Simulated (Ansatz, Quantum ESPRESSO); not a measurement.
# Charging 1T-TiS2, 2 layers, AB stacking, part 2 of 5

Aim: potential against charge for 1T-TiS2, 2 layers, AB stacking facing a metal electrode, and the capacitance that follows.

Quantum ESPRESSO 7.5; plane-wave DFT, PBE, GBRV ultrasoft pseudopotentials; geometry by Ansatz 0.2.0 with PAW datasets.

So far: Set-up; Geometry from Ansatz.

## (3) SCF with pw.x: charge -0.0302 e

ESM with bc3 puts vacuum below and a metal electrode at the cell's upper end, z = c/2, which holds the counter charge and sets the zero of potential. tot_charge counts missing electrons, so a negative value adds electrons. The energies and forces that the log prints for charged cells are not used here.

Level of this step: plane-wave DFT, PBE, GBRV ultrasoft pseudopotentials (Quantum ESPRESSO 7.5).

q0.in

```
&control
  prefix = 'q0'
  outdir = './out'
  pseudo_dir = './pseudo'
  calculation = 'scf'
  tprnfor = .true.
/
&system
  ibrav = 0
  nat = 6
  ntyp = 2
  ecutwfc = 40
  ecutrho = 200
  occupations = 'smearing'
  smearing = 'fd'
  degauss = 0.004
  assume_isolated = 'esm'
  esm_bc = 'bc3'
  tot_charge = -0.0302
/
&electrons
  conv_thr = 1e-08
  mixing_beta = 0.4
  electron_maxstep = 120
  mixing_mode = 'local-TF'
/
ATOMIC_SPECIES
  S   32.0600  s_pbe_v1.4.uspp.F.UPF
  Ti  47.8670  ti_pbe_v1.4.uspp.F.UPF
CELL_PARAMETERS angstrom
  3.36452520727065 -0.00000000000000 -0.00000000000000
  -1.68226260363533 2.91376430116949 -0.00000000000000
  -0.00000000000000 -0.00000000000000 25.52776578450000
ATOMIC_POSITIONS crystal
  S   0.666666666667 0.333333333333 -0.131155875106
  Ti  0.000000000000 -0.000000000000 -0.074917167663
  S   0.333333333333 0.666666666667 -0.018980912679
  S   -0.000000000000 -0.000000000000 0.097326984185
  Ti  0.333333333333 0.666666666667 0.153263236171
  S   0.666666666667 0.333333333333 0.209501940206
K_POINTS automatic
  24 24 1 0 0 0
```

The run is started by

```sh
$ OMP_NUM_THREADS=1 mpirun -n 4 pw.x -nk 4 -in q0.in > q0.out
```

The program printed:

```text
Program PWSCF v.7.5 starts
[citation notice left out]

     Parallel version (MPI & OpenMP), running on       4 processor cores
     Number of MPI processes:                 4
     Threads/MPI process:                     1

     MPI processes distributed on     1 nodes
[...]
Current dimensions of program PWSCF are:
     Max number of different atomic species (ntypx) = 10
     Max number of k-points (npk) =  40000
     Max angular momentum in pseudopotentials (lmaxx) =  4
     Message from routine setup:
     using ibrav=0 with symmetry is DISCOURAGED, use correct ibrav instead

     K-points division:     npool     =       4
     Subspace diagonalization in iterative solution of the eigenvalue problem:
     a serial algorithm will be used

     G-vector sticks info
     --------------------
     sticks:   dense  smooth     PW     G-vecs:    dense   smooth      PW
     Sum         559     439    139                80827    57621    9641

     Using Slab Decomposition

     bravais-lattice index     =            0
     lattice parameter (alat)  =       6.3580  a.u.
     unit-cell volume          =    1688.8365 (a.u.)^3
     number of atoms/cell      =            6
     number of atomic types    =            2
     number of electrons       =        48.03
     number of Kohn-Sham states=           29
     kinetic-energy cutoff     =      40.0000  Ry
     charge density cutoff     =     200.0000  Ry
     scf convergence threshold =      1.0E-08
     mixing beta               =       0.4000
     number of iterations used =            8  local-TF  mixing
     Exchange-correlation=  SLA  PW   PBX  PBC
                           (   1   4   3   4   0   0   0)

     Effective Screening Medium Method
     =================================
     Boundary Conditions: Vacuum-Slab-Metal
     total charge in unit cell        =  -0.0302
     grid points for fit at edges     =        4

     celldm(1)=   6.358031  celldm(2)=   0.000000  celldm(3)=   0.000000
     celldm(4)=   0.000000  celldm(5)=   0.000000  celldm(6)=   0.000000

     crystal axes: (cart. coord. in units of alat)
               a(1) = (   1.000000  -0.000000  -0.000000 )
               a(2) = (  -0.500000   0.866025  -0.000000 )
               a(3) = (  -0.000000  -0.000000   7.587331 )

     reciprocal axes: (cart. coord. in units 2 pi/alat)
               b(1) = (  1.000000  0.577350  0.000000 )
               b(2) = (  0.000000  1.154701  0.000000 )
               b(3) = (  0.000000  0.000000  0.131799 )

     PseudoPot. # 1 for S  read from file:
     ./pseudo/s_pbe_v1.4.uspp.F.UPF
     Pseudo is Ultrasoft + core correction, Zval =  6.0
     Generated by new atomic code, or converted to UPF format
     Using radial grid of  907 points,  6 beta functions with:
                l(1) =   0
                l(2) =   0
                l(3) =   1
                l(4) =   1
                l(5) =   2
                l(6) =   2
     Q(r) pseudized with  8 coefficients,  rinner =    1.300   1.300   1.300
                                                       1.300   1.300

     PseudoPot. # 2 for Ti read from file:
     ./pseudo/ti_pbe_v1.4.uspp.F.UPF
     Pseudo is Ultrasoft + core correction, Zval = 12.0
     Generated by new atomic code, or converted to UPF format
     Using radial grid of  851 points,  6 beta functions with:
                l(1) =   0
                l(2) =   0
                l(3) =   1
                l(4) =   1
                l(5) =   2
                l(6) =   2
     Q(r) pseudized with  6 coefficients,  rinner =    1.000   1.000   1.000
                                                       1.000   1.000

     atomic species   valence    mass     pseudopotential
     S                 6.00    32.06000     S ( 1.00)
     Ti               12.00    47.86700     Ti( 1.00)

      6 Sym. Ops. (no inversion) found

   Cartesian axes

     site n.     atom                  positions (alat units)
         1        S      tau(   1) = (   0.5000000   0.2886751  -0.9951230  )
         2        Ti     tau(   2) = (   0.0000000   0.0000000  -0.5684213  )
         3        S      tau(   3) = (  -0.0000000   0.5773503  -0.1440145  )
         4        S      tau(   4) = (   0.0000000   0.0000000   0.7384520  )
         5        Ti     tau(   5) = (  -0.0000000   0.5773503   1.1628589  )
         6        S      tau(   6) = (   0.5000000   0.2886751   1.5895605  )

     number of k points=    61  Fermi-Dirac smearing, width (Ry)=  0.0040
                       cart. coord. in units 2pi/alat
        k(    1) = (   0.0000000   0.0000000   0.0000000), wk =   0.0034722
        k(    2) = (   0.0000000   0.0481125   0.0000000), wk =   0.0208333
        k(    3) = (   0.0000000   0.0962250   0.0000000), wk =   0.0208333
        k(    4) = (   0.0000000   0.1443376   0.0000000), wk =   0.0208333
        k(    5) = (   0.0000000   0.1924501   0.0000000), wk =   0.0208333
        k(    6) = (   0.0000000   0.2405626   0.0000000), wk =   0.0208333
        k(    7) = (   0.0000000   0.2886751   0.0000000), wk =   0.0208333
        k(    8) = (   0.0000000   0.3367877   0.0000000), wk =   0.0208333
        k(    9) = (   0.0000000   0.3849002   0.0000000), wk =   0.0208333
        k(   10) = (   0.0000000   0.4330127   0.0000000), wk =   0.0208333
[...]
k(   61) = (   0.3333333   0.5773503   0.0000000), wk =   0.0069444

     Dense  grid:    80827 G-vectors     FFT dimensions: (  30,  30, 225)

     Smooth grid:    57621 G-vectors     FFT dimensions: (  25,  25, 200)

     Estimated max dynamical RAM per process >     179.30 MB

     Estimated total dynamical RAM >     658.01 MB

     Check: negative core charge=   -0.000001

     Initial potential from superposition of free atoms

     starting charge      45.9998, renormalised to      48.0302

     negative rho (up, down):  6.705E-03 0.000E+00
     Starting wfcs are   36 randomized atomic wfcs

     total cpu time spent up to now is        2.4 secs

     per-process dynamical memory:   108.4 Mb

     Self-consistent Calculation

     iteration #  1     ecut=    40.00 Ry     beta= 0.40
     Davidson diagonalization with overlap
     ethr =  1.00E-02,  avg # of iterations =  2.0

     Threshold (ethr) on eigenvalues was too large:
     Diagonalizing with lowered threshold

     Davidson diagonalization with overlap
     ethr =  9.45E-04,  avg # of iterations =  7.4

     negative rho (up, down):  5.620E-03 0.000E+00

     total cpu time spent up to now is       15.1 secs

     total energy              =    -335.50253397 Ry
[...]
estimated scf accuracy    <       0.64135819 Ry

     iteration #  7     ecut=    40.00 Ry     beta= 0.40
[...]
negative rho (up, down):  3.719E-03 0.000E+00

[...]
total energy              =    -335.53926131 Ry
     estimated scf accuracy    <       0.16846802 Ry

     iteration #  8     ecut=    40.00 Ry     beta= 0.40
[...]
negative rho (up, down):  3.240E-03 0.000E+00

[...]
total energy              =    -335.56200258 Ry
     estimated scf accuracy    <       0.26305304 Ry

     iteration #  9     ecut=    40.00 Ry     beta= 0.40
[...]
negative rho (up, down):  3.469E-03 0.000E+00

[...]
total energy              =    -335.44908554 Ry
     estimated scf accuracy    <       0.34175294 Ry

     iteration # 10     ecut=    40.00 Ry     beta= 0.40
[...]
negative rho (up, down):  3.464E-03 0.000E+00

[...]
total energy              =    -335.48738868 Ry
     estimated scf accuracy    <       0.08346397 Ry

     iteration # 11     ecut=    40.00 Ry     beta= 0.40
[...]
negative rho (up, down):  3.281E-03 0.000E+00

[...]
total energy              =    -335.49593840 Ry
     estimated scf accuracy    <       0.09362200 Ry

     iteration # 12     ecut=    40.00 Ry     beta= 0.40
[...]
negative rho (up, down):  3.505E-03 0.000E+00

[...]
total energy              =    -335.46970690 Ry
     estimated scf accuracy    <       0.08997088 Ry

[... 51 further iterations ...]
     iteration # 64     ecut=    40.00 Ry     beta= 0.40
[...]
negative rho (up, down):  6.144E-03 0.000E+00

[...]
total energy              =    -335.47100483 Ry
     estimated scf accuracy    <       0.00000427 Ry

     iteration # 65     ecut=    40.00 Ry     beta= 0.40
[...]
negative rho (up, down):  6.105E-03 0.000E+00

[...]
total energy              =    -335.47112131 Ry
     estimated scf accuracy    <       0.00000352 Ry

     iteration # 66     ecut=    40.00 Ry     beta= 0.40
[...]
negative rho (up, down):  6.068E-03 0.000E+00

[...]
total energy              =    -335.47147632 Ry
     estimated scf accuracy    <       0.00000278 Ry

     iteration # 67     ecut=    40.00 Ry     beta= 0.40
[...]
negative rho (up, down):  6.104E-03 0.000E+00

[...]
total energy              =    -335.47120007 Ry
     estimated scf accuracy    <       0.00000098 Ry

     iteration # 68     ecut=    40.00 Ry     beta= 0.40
[...]
negative rho (up, down):  6.139E-03 0.000E+00

[...]
total energy              =    -335.47102547 Ry
     estimated scf accuracy    <       0.00000665 Ry

     iteration # 69     ecut=    40.00 Ry     beta= 0.40
[...]
negative rho (up, down):  6.164E-03 0.000E+00

[...]
total energy              =    -335.47063992 Ry
     estimated scf accuracy    <       0.00000167 Ry

     iteration # 70     ecut=    40.00 Ry     beta= 0.40
[...]
negative rho (up, down):  6.172E-03 0.000E+00

[...]
total energy              =    -335.47056925 Ry
     estimated scf accuracy    <       0.00000007 Ry

     iteration # 71     ecut=    40.00 Ry     beta= 0.40
[...]
negative rho (up, down):  6.172E-03 0.000E+00

[...]
total energy              =    -335.47057404 Ry
     estimated scf accuracy    <       0.00000009 Ry

     iteration # 72     ecut=    40.00 Ry     beta= 0.40
[...]
negative rho (up, down):  6.173E-03 0.000E+00

[...]
total energy              =    -335.47052458 Ry
     estimated scf accuracy    <       0.00000004 Ry

     iteration # 73     ecut=    40.00 Ry     beta= 0.40
[...]
negative rho (up, down):  6.176E-03 0.000E+00

[...]
End of self-consistent calculation

          k = 0.0000 0.0000 0.0000 (  7165 PWs)   bands (ev):

   -59.7935 -59.7536 -36.0287 -35.9913 -35.9773 -35.9773 -35.9352 -35.9352
   -15.9507 -15.7816 -14.7564 -14.5155  -7.2932  -6.6067  -4.9256  -4.9256
    -4.8722  -4.8722  -4.1768  -3.1155  -2.1403  -2.1403  -2.0463  -2.0463
    -1.6994  -1.6994  -1.6554  -1.6554  -1.2049

          k = 0.0000 0.0481 0.0000 (  7209 PWs)   bands (ev):

   -59.7933 -59.7534 -36.0282 -35.9908 -35.9798 -35.9778 -35.9378 -35.9358
   -15.9292 -15.7604 -14.7479 -14.5088  -7.2688  -6.5846  -5.0216  -4.9577
    -4.9184  -4.8645  -4.0635  -3.0763  -2.3924  -2.3009  -2.2932  -2.2064
    -1.6011  -1.5517  -1.5486  -1.4980  -1.1577

          k = 0.0000 0.0962 0.0000 (  7245 PWs)   bands (ev):

   -59.7925 -59.7526 -36.0267 -35.9893 -35.9874 -35.9795 -35.9453 -35.9375
   -15.8655 -15.6974 -14.7227 -14.4893  -7.1967  -6.5201  -5.2613  -5.1190
    -4.8981  -4.8429  -3.8472  -3.0015  -2.8613  -2.7759  -2.5532  -2.4680
    -1.5420  -1.4833  -1.3065  -1.2474  -1.0262

          k = 0.0000 0.1443 0.0000 (  7273 PWs)   bands (ev):

   -59.7914 -59.7515 -36.0243 -35.9993 -35.9869 -35.9823 -35.9572 -35.9402
   -15.7618 -15.5950 -14.6822 -14.4579  -7.0802  -6.4185  -5.5268  -5.3227
    -4.8688  -4.8111  -3.6518  -3.4472  -3.3289  -2.8953  -2.8142  -2.7268
    -1.5680  -1.4966  -1.0737  -1.0108  -0.8707

          k = 0.0000 0.1925 0.0000 (  7265 PWs)   bands (ev):

   -59.7899 -59.7500 -36.0214 -36.0146 -35.9858 -35.9839 -35.9727 -35.9437
   -15.6216 -15.4570 -14.6281 -14.4166  -6.9265  -6.2941  -5.7761  -5.5315
    -4.8372  -4.7760  -4.0525  -3.9530  -3.4620  -3.0509  -2.9601  -2.8858
    -1.6458  -1.5526  -0.8814  -0.8144  -0.7277

          k = 0.0000 0.2406 0.0000 (  7267 PWs)   bands (ev):

   -59.7882 -59.7483 -36.0330 -36.0173 -35.9910 -35.9899 -35.9799 -35.9478
   -15.4505 -15.2893 -14.5633 -14.3678  -6.7525  -6.1911  -5.9807  -5.7010
    -4.8122  -4.7464  -4.6368  -4.5506  -3.3949  -3.2500  -3.1549  -2.9788
    -1.7565  -1.6334  -0.7414  -0.6715  -0.6065

[...]
the Fermi energy is    -2.2209 ev

!    total energy              =    -335.47049262 Ry
     estimated scf accuracy    <          8.9E-09 Ry
     smearing contrib. (-TS)   =      -0.00074392 Ry
     internal energy E=F+TS    =    -335.46974870 Ry

     The total energy is F=E-TS. E is the sum of the following terms:
     one-electron contribution =  -31309.07067721 Ry
     hartree contribution      =   15653.01628801 Ry
     xc contribution           =     -69.89340792 Ry
     ewald contribution        =   15390.47804842 Ry

     convergence has been achieved in  73 iterations

     negative rho (up, down):  6.176E-03 0.000E+00

     Forces acting on atoms (cartesian axes, Ry/au):

     atom    1 type  1   force =     0.00000000    0.00000000   -0.00351219
     atom    2 type  2   force =     0.00000000   -0.00000000   -0.00305634
     atom    3 type  1   force =     0.00000000    0.00000000   -0.00073002
     atom    4 type  1   force =     0.00000000    0.00000000    0.00208900
     atom    5 type  2   force =     0.00000000    0.00000000   -0.00054340
     atom    6 type  1   force =     0.00000000    0.00000000    0.00589862

     Total force =     0.007853     Total SCF correction =     0.000414

[...]
=------------------------------------------------------------------------------=
   JOB DONE.
=------------------------------------------------------------------------------=
[...]
```

Run time: 6.9 min. Hardware: 4 MPI ranks of Arm Neoverse V2, shared host; peak memory 0.8 GiB.

Read from the output:

| Property | Result |
| --- | --- |
| Fermi energy | -2.221 eV |
| vacuum line at the lower end of the cell, over the Fermi level | 5.834 eV |
| slope of the potential above | -0.5574 eV/Å |
| vacuum line at the upper end of the cell, over the Fermi level | 2.221 eV |

The potential energy, planar mean oscillates, so the rows of the table below give means over windows of 1 Å about each position, cut where the curve ends. Its maxima inside the range that stand out by 2 % of the span (Å: eV): -2.7: -5.70, -1.1: -5.78, 1.0: 4.93, 3.2: -5.84, 4.7: -5.71, 7.2: 5.16. Its minima: -3.3: -11.6, -1.9: -14.8, -0.6: -11.6, 2.5: -11.6, 3.9: -14.8, 5.3: -11.6.

Electrostatic potential energy of an electron; zero at the Fermi level. The potential energy, planar mean by z; means over each step:

```csv
z (Å),"potential energy, planar mean (eV)"
-12,5.83
-11,5.83
-10,5.83
-9,5.83
-8,5.83
-7,5.83
-6,5.82
-5,5.47
-4,-1.20
-3,-8.70
-2,-12.1
-1,-8.40
0,-3.84
1,4.50
2,-3.85
3,-8.43
4,-12.1
5,-8.77
6,-1.36
7,5.01
8,4.85
9,4.32
10,3.76
11,3.20
12,2.65
```

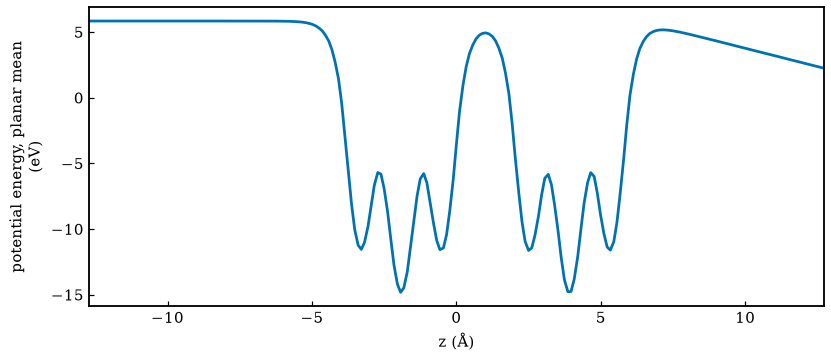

Potential energy, planar mean, plotted against z.

The program's own clock; routines nest. Time by routine:

```csv
routine,wall time (s),calls
PWSCF,414.6,1
electrons,411.2,1
c_bands,326.6,74
cegterg,286.4,1184
h_psi,195,7236
fftw,147.8,215774
vloc_psi,139.5,7236
sum_band,49.05,74
calbec,36.73,8484
add_vuspsi,27.81,7236
s_psi,27.36,7236
h_psi:calbec,26.96,7236
mix_rho,21.06,74
ffts,10.69,9004
```

The run needed 73 iterations to bring the estimated error under 1e-08 Ry.

Inside the slab this potential holds the local part of the pseudopotentials, which can be repulsive at the nuclei; only its value in the vacuum has a meaning of its own.

Gauss's law asks for a slope of 180.95 q/A = -0.557 eV/Å in the gap; the run gives -0.557.

(Continued in part 3 of 5.)

[Logs are printed without paths, hosts, clocks, repeated set-up lines and the standing remarks that a program may print on its own settings, such as how far it seeks lower states.]

[Hosts, paths, dates, database ids (printed as entryN), source tags and the programs' standing remarks are cut or masked in the printed files.]

[Maps of the electrostatic potential energy from Ansatz leave out the sawtooth potential of an applied field or a dipole correction, so their vacuum need not be flat; planar profiles and work functions include it.]
